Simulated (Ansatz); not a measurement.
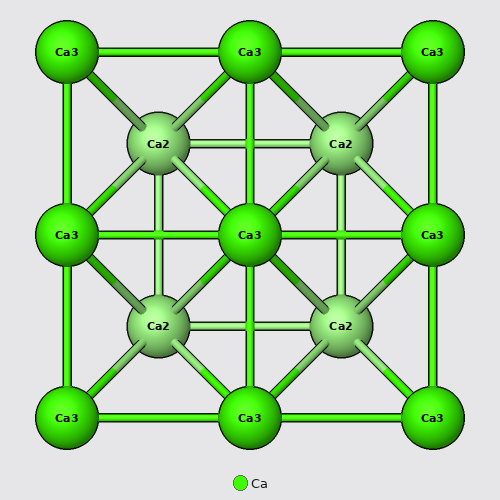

The system is Ge on a Ca(100) slab cut from the Fm-3m phase (3 atoms of substrate and one adsorbate in a 1 × 1 cell); the picture shows it without the atoms that are moved over the map. 
- One Ge atom a 1 × 1 cell is placed over a mesh of places on the rigid (1 0 0) surface, and only its height is relaxed.
- Places are given modulo a cell vector. The map is drawn in real space over the plane of the surface.
- The grid has 6 × 6 points.
- Energies: eV, counted from the lowest grid point.
- The relaxed height changes by up to 1.2 Å between neighbouring points. With one adsorbate in each 1 × 1 cell, its nearest image is 3.9 Å away, so neighbouring adsorbates interact.
- Level of theory: DFT PBEsol, scalar-relativistic, plane waves, PAW (Ansatz 0.2.0).

Range: place along a₁ from 0.000 to 0.833; place along a₂ from 0.000 to 0.833.

What will the energy surface look like?

The lowest grid point is at a fourfold hollow over a second-layer Ca atom, (3/6, 3/6) of the cell vectors. The highest grid point, the top site over a surface Ca atom, (0/6, 0/6) of the cell vectors, lies 2.02 eV above the lowest. At the lowest point the adsorbate has 4 Ca at 2.75 Å as nearest neighbours, at the highest 1 Ca at 2.89 Å. Its relaxed height above the top atom is 0.36 Å at the lowest and 2.89 Å at the highest point.

```csv
"place along a₂ ↓, place along a₁ →",0/6,1/6,2/6,3/6,4/6,5/6
5/6,1.95,1.88,1.55,1.19,1.55,1.88
4/6,1.67,1.55,1.14,0.70,1.14,1.55
3/6,1.34,1.19,0.70,0.00,0.70,1.19
2/6,1.67,1.55,1.14,0.70,1.14,1.55
1/6,1.95,1.88,1.55,1.19,1.55,1.88
0/6,2.02,1.95,1.67,1.34,1.67,1.95
```

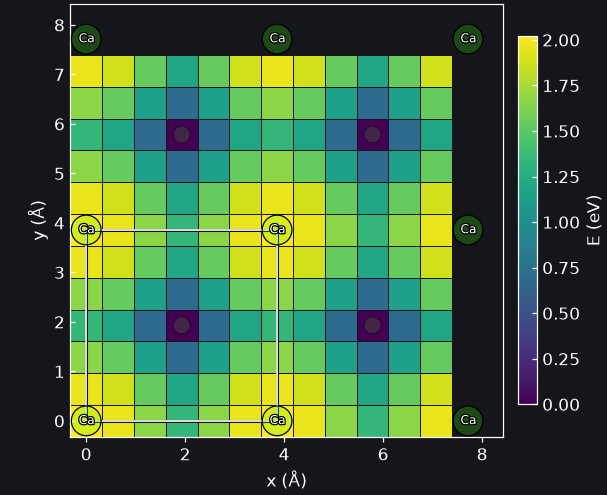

The picture shows one coloured cell a grid point, labelled circles for the atoms of the top layer and small ones for the second layer, the outline of one cell of the 2 × 2 shown.
